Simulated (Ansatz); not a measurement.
# Geometry relaxation of Al5Cu3 (part 2 of 3)

Al5Cu3 (slab, 16 atoms in the cell); DFT PBEsol, scalar-relativistic, plane waves, PAW, no spin polarisation (Ansatz 0.2.0); cutoff 420 eV, 8×8×1 k-mesh, Gaussian smearing of 0.1 eV. The structure derives from an entry of the Crystallography Open Database. It belongs to a series of runs on one base structure; here: (1 1 0) slab, atoms relaxed.

Geometry of the input (Å; fractional positions):
```
4.8278  0.0000  0.0000
-2.4139  4.2378  0.0000
0.0000  0.0000  25.0126
Al 0.7500  0.5000  0.2998
Cu 0.7500  0.0000  0.3306
Cu 0.2500  0.0000  0.3306
Al 0.2500  0.5000  0.3613
Al 0.9093  0.8186  0.4153
Al 0.5907  0.1814  0.4153
Al 0.2500  0.5000  0.4693
Cu 0.2500  0.0000  0.5000
Cu 0.7500  0.0000  0.5000
Al 0.7500  0.5000  0.5307
Al 0.4093  0.8186  0.5847
Al 0.0907  0.1814  0.5847
Al 0.7500  0.5000  0.6387
Cu 0.7500  0.0000  0.6694
Cu 0.2500  0.0000  0.6694
Al 0.2500  0.5000  0.7002
```

**Log, continued**
```
SCF iter   1: F=—  HF=-44777.836505 eV  |F-HF|=—  |Δ(HF+E_count)|=         —  Δρ=1.06e-3  dr2=5.16e-3  ethr=1.82e-5  p=0.000 e·Å  D=1.06e-8 V/Å  ΔV_dip=-0.00 eV  dr2_dipole=1.41e-11  V_vac-E_F(+/−)=4.35/4.35 eV  ⟨swp⟩=3.0  Hψ=3589  notcnv=0  defer=172
efield: sawtooth ramp at fractional position 0.9800 (handed on by an earlier solve), width 0.0400; the density the first Hamiltonian is built on has a dipole p = 0.000 e·Å; the dipole correction subtracts the counter field D = 1.06e-8 V/Å, which shifts the + side's vacuum level by -0.00 eV against the − side's; the planar-averaged density in the ramp window peaks in size at 1.4e-5 e/Å³
preconditioner: auto → LDOS  [metal: Δε(μ)=0.030 eV  Ē_g=6.783 eV  σ=0.100 eV  W_gap=0.17  n_scr=94 (ndim 8)  ℏωp=16.1 eV  f_vac=0.500  D(μ)=5.41/eV (n_scr^D=10)  β→1.0]
SCF iter   2: F=—  HF=-44777.835185 eV  |F-HF|=—  |Δ(HF+E_count)|=   1.32e-3  Δρ=6.38e-4  dr2=2.17e-3  ethr=3.58e-6  p=-0.000 e·Å  D=-4.80e-8 V/Å  ΔV_dip=0.00 eV  dr2_dipole=2.81e-13  V_vac-E_F(+/−)=4.35/4.35 eV  ⟨swp⟩=2.1  Hψ=3372  notcnv=0  defer=172
SCF iter   3: F=—  HF=-44777.835008 eV  |F-HF|=—  |Δ(HF+E_count)|=   1.78e-4  Δρ=6.44e-4  dr2=1.33e-3  ethr=1.51e-6  p=-0.000 e·Å  D=-3.43e-8 V/Å  ΔV_dip=0.00 eV  dr2_dipole=1.94e-13  V_vac-E_F(+/−)=4.34/4.34 eV  ⟨swp⟩=2.2  Hψ=2920  notcnv=0  defer=172
SCF iter   4: F=—  HF=-44777.834783 eV  |F-HF|=—  |Δ(HF+E_count)|=   2.25e-4  Δρ=7.93e-5  dr2=5.25e-5  ethr=9.25e-7  p=-0.000 e·Å  D=-3.79e-8 V/Å  ΔV_dip=0.00 eV  dr2_dipole=5.79e-14  V_vac-E_F(+/−)=4.34/4.34 eV  ⟨swp⟩=2.0  Hψ=2419  notcnv=0  defer=172
SCF iter   5: F=—  HF=-44777.834725 eV  |F-HF|=—  |Δ(HF+E_count)|=   5.78e-5  Δρ=4.39e-5  dr2=8.37e-6  ethr=3.65e-8  p=-0.000 e·Å  D=-3.84e-8 V/Å  ΔV_dip=0.00 eV  dr2_dipole=3.51e-13  V_vac-E_F(+/−)=4.34/4.34 eV  ⟨swp⟩=2.1  Hψ=2705  notcnv=0  defer=172
SCF iter   6: F=—  HF=-44777.834726 eV  |F-HF|=—  |Δ(HF+E_count)|=   9.14e-7  Δρ=9.32e-6  dr2=2.94e-7  ethr=5.81e-9  p=-0.000 e·Å  D=-3.81e-8 V/Å  ΔV_dip=0.00 eV  dr2_dipole=2.31e-14  V_vac-E_F(+/−)=4.34/4.34 eV  ⟨swp⟩=2.0  Hψ=2908  notcnv=0  defer=172
SCF iter   7: F=—  HF=-44777.834727 eV  |F-HF|=—  |Δ(HF+E_count)|=   3.32e-7  Δρ=7.05e-6  dr2=1.49e-7  ethr=6.94e-11  p=-0.000 e·Å  D=-3.47e-8 V/Å  ΔV_dip=0.00 eV  dr2_dipole=1.36e-15  V_vac-E_F(+/−)=4.34/4.34 eV  ⟨swp⟩=20.3  Hψ=16443  notcnv=0
SCF iter   8: F=-44777.834727 eV  HF=-44777.834727 eV  |F-HF|=1.72e-8  |Δ(HF+E_count)|=   6.68e-8  Δρ=1.52e-6  dr2=9.20e-9  ethr=6.94e-11  p=-0.000 e·Å  D=-3.64e-8 V/Å  ΔV_dip=0.00 eV  dr2_dipole=1.03e-15  V_vac-E_F(+/−)=4.34/4.34 eV  ⟨swp⟩=10.9  Hψ=12771  notcnv=0
SCF 4 converged in 8 iterations: F = -44777.834727 eV  dr2 = 9.20e-9
relax step   4: F+E_penalty+E_count = -44777.83472660 eV  Δ(F+E_penalty+E_count) = -2.209e-3 eV  max|allowed force component| = 2.331e-2 eV/Å  Δτ_max = 0.0147 Å  (8 SCF iters, accepted)
SCF iter   1: F=—  HF=-44777.835441 eV  |F-HF|=—  |Δ(HF+E_count)|=         —  Δρ=2.99e-4  dr2=1.27e-3  ethr=1.05e-5  p=-0.000 e·Å  D=-3.64e-8 V/Å  ΔV_dip=0.00 eV  dr2_dipole=8.18e-13  V_vac-E_F(+/−)=4.34/4.34 eV  ⟨swp⟩=2.2  Hψ=3485  notcnv=0  defer=172
efield: sawtooth ramp at fractional position 0.9800 (handed on by an earlier solve), width 0.0400; the density the first Hamiltonian is built on has a dipole p = -0.000 e·Å; the dipole correction subtracts the counter field D = -3.64e-8 V/Å, which shifts the + side's vacuum level by +0.00 eV against the − side's; the planar-averaged density in the ramp window peaks in size at 1.4e-5 e/Å³
preconditioner: auto → LDOS  [metal: Δε(μ)=0.032 eV  Ē_g=6.786 eV  σ=0.100 eV  W_gap=0.18  n_scr=94 (ndim 8)  ℏωp=16.1 eV  f_vac=0.499  D(μ)=5.22/eV (n_scr^D=10)  β→1.0]
SCF iter   2: F=—  HF=-44777.835224 eV  |F-HF|=—  |Δ(HF+E_count)|=   2.17e-4  Δρ=1.11e-4  dr2=1.10e-4  ethr=8.82e-7  p=-0.000 e·Å  D=-9.67e-9 V/Å  ΔV_dip=0.00 eV  dr2_dipole=7.98e-14  V_vac-E_F(+/−)=4.34/4.34 eV  ⟨swp⟩=2.0  Hψ=3113  notcnv=0  defer=172
SCF iter   3: F=—  HF=-44777.835230 eV  |F-HF|=—  |Δ(HF+E_count)|=   6.12e-6  Δρ=9.67e-5  dr2=3.96e-5  ethr=7.65e-8  p=0.000 e·Å  D=3.87e-9 V/Å  ΔV_dip=-0.00 eV  dr2_dipole=4.01e-13  V_vac-E_F(+/−)=4.33/4.33 eV  ⟨swp⟩=2.0  Hψ=2692  notcnv=0  defer=172
SCF iter   4: F=—  HF=-44777.835193 eV  |F-HF|=—  |Δ(HF+E_count)|=   3.66e-5  Δρ=6.93e-5  dr2=1.68e-5  ethr=2.75e-8  p=-0.000 e·Å  D=-1.73e-8 V/Å  ΔV_dip=0.00 eV  dr2_dipole=2.51e-13  V_vac-E_F(+/−)=4.33/4.33 eV  ⟨swp⟩=2.5  Hψ=3201  notcnv=0  defer=172
SCF iter   5: F=—  HF=-44777.835191 eV  |F-HF|=—  |Δ(HF+E_count)|=   2.03e-6  Δρ=2.96e-5  dr2=2.84e-6  ethr=1.17e-8  p=-0.000 e·Å  D=-8.70e-9 V/Å  ΔV_dip=0.00 eV  dr2_dipole=9.16e-14  V_vac-E_F(+/−)=4.33/4.33 eV  ⟨swp⟩=2.0  Hψ=2459  notcnv=0  defer=172
SCF iter   6: F=—  HF=-44777.835191 eV  |F-HF|=—  |Δ(HF+E_count)|=   2.94e-7  Δρ=8.82e-6  dr2=2.58e-7  ethr=1.97e-9  p=-0.000 e·Å  D=-1.15e-9 V/Å  ΔV_dip=0.00 eV  dr2_dipole=3.82e-14  V_vac-E_F(+/−)=4.33/4.33 eV  ⟨swp⟩=2.0  Hψ=2500  notcnv=0  defer=172
SCF iter   7: F=-44777.835191 eV  HF=-44777.835191 eV  |F-HF|=2.05e-8  |Δ(HF+E_count)|=   1.13e-8  Δρ=3.06e-6  dr2=3.21e-8  ethr=6.94e-11  p=0.000 e·Å  D=2.78e-9 V/Å  ΔV_dip=-0.00 eV  dr2_dipole=2.28e-15  V_vac-E_F(+/−)=4.33/4.33 eV  ⟨swp⟩=18.5  Hψ=15404  notcnv=0
SCF 5 converged in 7 iterations: F = -44777.835191 eV  dr2 = 3.21e-8
relax step   5: F+E_penalty+E_count = -44777.83519094 eV  Δ(F+E_penalty+E_count) = -4.643e-4 eV  max|allowed force component| = 2.146e-3 eV/Å  Δτ_max = 0.0108 Å  (7 SCF iters, accepted)
```

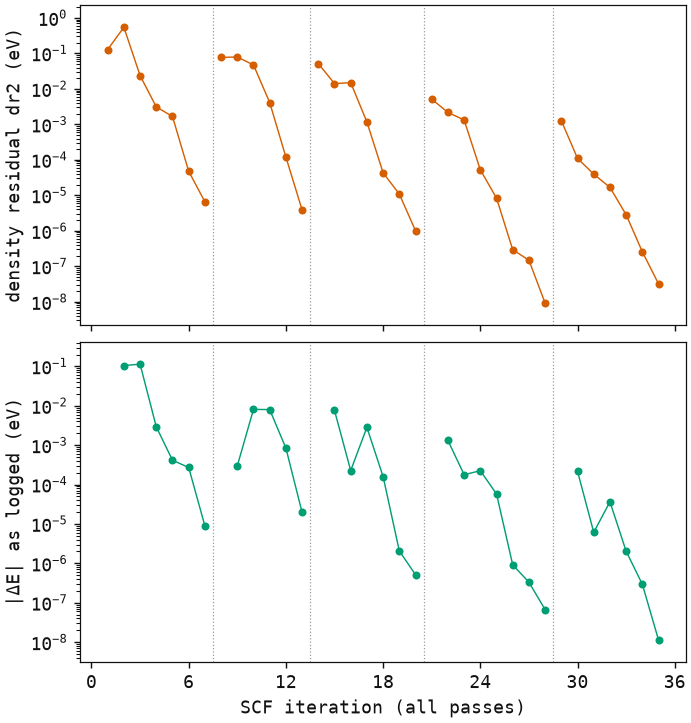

Fig. 1: Convergence of the self-consistent field: density residual dr2 and size of the energy change against the SCF iteration. The dotted lines part the SCF passes of the relaxation: geometry steps, rejected trials and re-solves on a re-selected basis. The 5 passes take 6 to 8 iterations each, 35 in all.

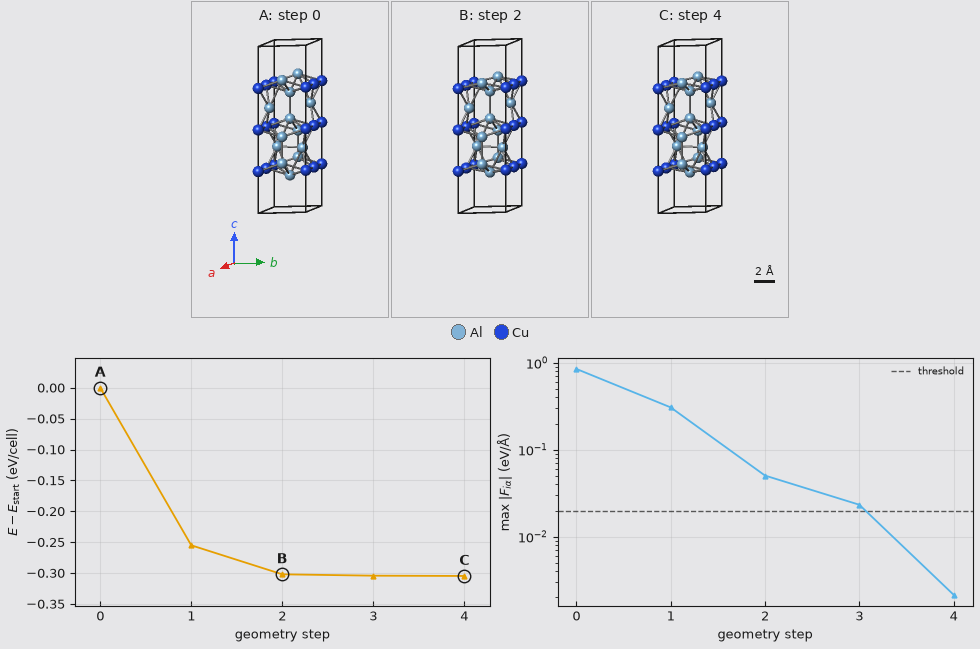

Fig. 2: Frames of the relaxation (ball-and-stick view of the cell of the calculation, with the vacuum cut short (origin shifted), seen slightly off an axis) above the curves, on which the letters mark them (the first geometry is step 0 here and step 1 in the log).

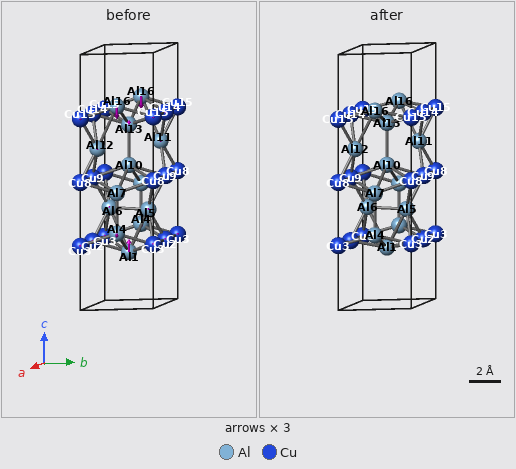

Fig. 3: Before (left) and after (right) the relaxation, at one scale (ball-and-stick view of the cell of the calculation, with the vacuum cut short (origin shifted), seen slightly off an axis). The pink arrows give the displacements, magnified 3 times. The largest moves, 0.29 Å, are those of Al1 and Al16. Largest moves by element: Al 0.29 Å, Cu 0.04 Å. The lattice vectors keep their values. Among the contacts that change: Al11–Al16 3.188 → 2.958 Å, Al13–Al16 2.862 → 2.671 Å, Al10–Al13 2.701 → 2.782 Å, Al1–Cu2 2.557 → 2.492 Å. The energy falls by 0.305 eV per cell of the calculation in 4 geometry steps. Largest force component: 0.85 eV/Å at the start, 0.0021 eV/Å at the end. (Atoms are counted from 1 in the order of the input.)

```
WARN: The output density's exchange-correlation potential varies sharply where the density is thin. Do not read a vacuum level from v_tot or v_xc, or from such a field of the output density. On a cell that repeats whose density bears no net charge and no dipole along the vacuum's axis use v_es (v_loc + v_h of the components); under efield.dipole_correction with no amplitude use v_es + v_field, which holds any external_charges[].barrier, or the levels of the report's work_function block, which leave it out; under a non-zero efield.amplitude the vacuum is tilted and has no level; on a cell that repeats and bears such a dipole with no correction it is tilted too, and efield.dipole_correction with no amplitude gives each side of its ramp a level where efield: is served; in a cell that repeats whose density bears a net charge (total_charge, or a fill off its count) it is curved and has none; of a slab under crystal.periodic whose density bears no net charge use v_es, which has a level on each side, short of where the two are joined; of another it falls or rises all the way out and has none; of a slab beside external_charges read slab_vacuum_level instead, which it has where they leave it neutral. The grid or the basis barely resolves most such structure, and the values can differ between equally converged runs; as a rule a tighter scf.convergence.dr2_threshold does not remove it. Where the density itself ripples (under the LDA too) a higher basis.ecutwfc lessens it. The files hold the spikes' plane waves up to the density's cutoff. Files: v_tot_of_output_density and the like, and their columns of v_z.tsv (output.write_potential); v_xc_of_output_density and the like, and their columns of v_comp_z.tsv (output.write_potential_components). Measured: with its Gaussian average of σ = 0.25 Å subtracted twice, the exchange-correlation potential is over 0.1 eV at 2 of the grid points where the equally averaged density (valence and model cores) is under 1e-3 e/Å³, and 0.121 eV at the most among them, at an averaged density of 7.3e-9 e/Å³. See output.write_potential in the manual, Limitations
SCF converged after 7 iterations
Free energy (F): -44777.835191 eV
Harris-Foulkes:  -44777.835191 eV  (|F-HF|=2.05e-8)
Internal energy: -44777.808974 eV  (E = F + TS)
E sigma→0 (E₀):  -44777.822082 eV
Entropy (-TS):   -0.026217 eV (-1.639 meV/atom)
Fermi energy:    2.510825 eV
Dipole field:    D = -0.000000 V/Å  (p = -0.000000 e·Å, saw-weighted, corrected)
Work function:   Φ+ = 4.3316 eV   Φ− = 4.3316 eV
Levels:          The Fermi level and band energies are counted from a zero that moves with the ramp; work functions are not
--- Per-component energies (eV) ---
  E_band       = -3928.640087
  E_kinetic    = 2032.607217
  E_local      = -145919.761779  (includes V_loc(G=0)·N_el)
  E_nonlocal   = 2426.535861
  E_hartree    = 70606.780034
  E_xc         = -932.070627
  E_vxc        = -989.077602  (∫ρ·V_xc dr)
  E_paw        = -14283.023644  (= ΣΔE_a)
  E_vpaw       = -2692.533953  (= ΣTr[D̂ρ^β])
  E_aug_tail   = 0.001570  (compensation charges beyond the density's cutoff)
  E_efield     = 0.000000  (sawtooth field / dipole correction)
  E_vefield    = -0.000000  (∫n·V_field dr)
  E_ewald      = 41289.693790
  E_core_change = 1.428603  (= ΣΔE_core)
  E_smearing   = -0.026217  (= −TS)
  E_closure    = 0.000000  (closes the sum)
  Σ components = -44777.835191   (vs F -44777.835191, Δ=0.00e0)
--- Forces (eV/Å), atoms counted from 1 ---
  atom   1  Al     0.00000000     0.00000000     0.00165638
  atom   2  Cu     0.00000000     0.00000000     0.00117181
  atom   3  Cu    -0.00000000     0.00000000     0.00117181
  atom   4  Al     0.00000000     0.00000000    -0.00088273
  atom   5  Al    -0.00000000    -0.00086248    -0.00214588
  atom   6  Al     0.00000000     0.00086248    -0.00214588
  atom   7  Al     0.00000000     0.00000000     0.00142858
  atom   8  Cu     0.00000000    -0.00000000     0.00000034
  atom   9  Cu     0.00000000     0.00000000     0.00000034
  atom  10  Al     0.00000000     0.00000000    -0.00142939
  atom  11  Al    -0.00000000    -0.00086242     0.00214572
  atom  12  Al     0.00000000     0.00086242     0.00214572
  atom  13  Al     0.00000000     0.00000000     0.00088259
  atom  14  Cu     0.00000000     0.00000000    -0.00117150
  atom  15  Cu     0.00000000     0.00000000    -0.00117150
  atom  16  Al     0.00000000     0.00000000    -0.00165636
  max |Σ_I F_I| component: 3.67e-8 eV/Å
--- Band table (eV; the first three rows and the last of 21) ---
  k-point 0: bands = ["-111.0583", "-111.0481", "-110.5158", "-110.5158", "-110.5056", "-110.5055", "-68.5954", "-68.5854", "-68.5811", "-68.5707", "-68.5607", "-68.4731", "-68.1165", "-68.1165", "-68.0948", "-68.0948", "-68.0526", "-68.0526", "-67.9654", "-67.9654", "-67.9563", "-67.9563", "-67.9556", "-67.9556", "-8.2774", "-7.4873", "-6.4000", "-4.6133", "-3.2196", "-2.9285", "-2.7930", "-2.7337", "-2.4564", "-2.4450", "-2.2800", "-2.2575", "-2.0952", "-1.9752", "-1.9071", "-1.8643", "-1.6525", "-1.6477", "-1.4537", "-1.3623", "-1.3044", "-1.2250", "-1.0761", "-1.0105", "-0.9659", "-0.9513", "-0.8712", "-0.8499", "-0.8160", "-0.7386", "-0.6414", "-0.3728", "-0.3723", "-0.2200", "-0.2133", "-0.1184", "-0.0400", "-0.0260", "-0.0173", "0.5439", "0.6339", "0.8399", "1.1374", "1.1593", "1.1740", "1.5723", "1.6766", "1.7526", "1.8011", "1.8019", "1.8795", "3.0459", "3.7212", "4.0089", "4.1320", "4.4121", "4.4497", "4.6450", "5.2179", "5.2928", "5.3001", "5.4084", "5.7472", "6.3735"]
```
